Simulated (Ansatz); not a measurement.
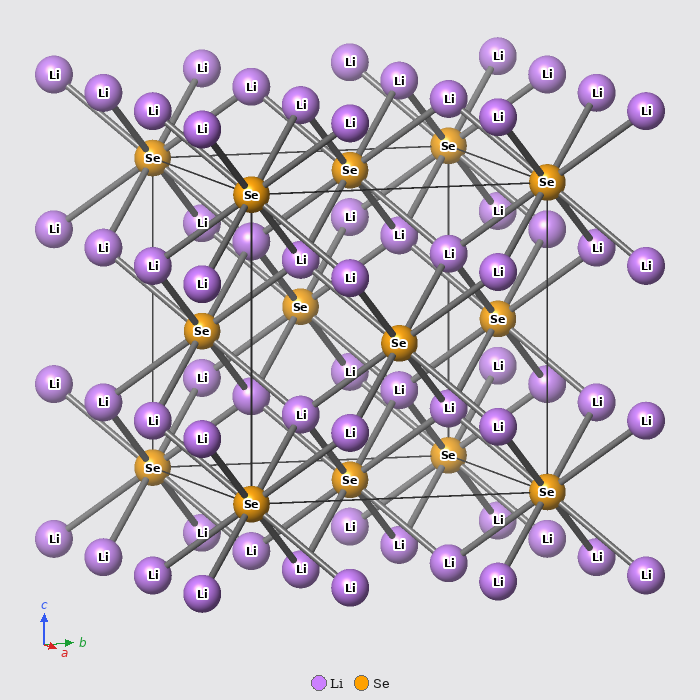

Li₂Se (space group Fm-3m, No. 225): coordinates from a relaxation with Ansatz, DFT PBE, scalar-relativistic, plane waves, PAW.

Bonds are taken as Li–Se below 2.9 Å. Atoms with one bond or none are removed and atoms with two bonds are replaced by edges, until no such atom is left.

Question: What kind of net remains, and which atoms are its nodes?

Answer: A binodal (4,8)-connected, three-periodic net: Li is a 4-connected node; Se is an 8-connected node, in the ratio 2:1.

Question: Name the underlying net.

Answer: It is the flu net, known from fluorite.

Question: Is the net interpenetrated?

Answer: It is a single net, without interpenetration.

Question: How many nodes does the smallest cycle have?

Answer: Four.

Question: Give the point symbol of each node (shortest cycle at each angle).

Answer: Li: 4⁶; Se: 4¹²·6¹²·8⁴.

The simplified net, drawn on the atoms' positions. Nodes are coloured by element. Edges to nodes outside the piece are drawn as stubs.

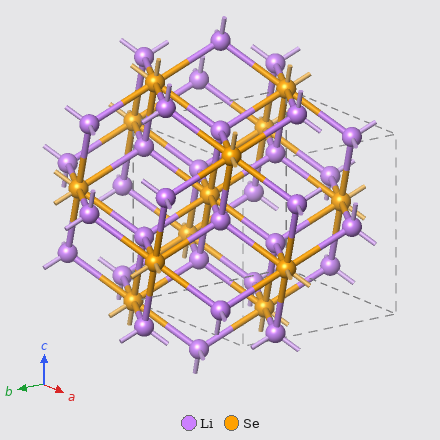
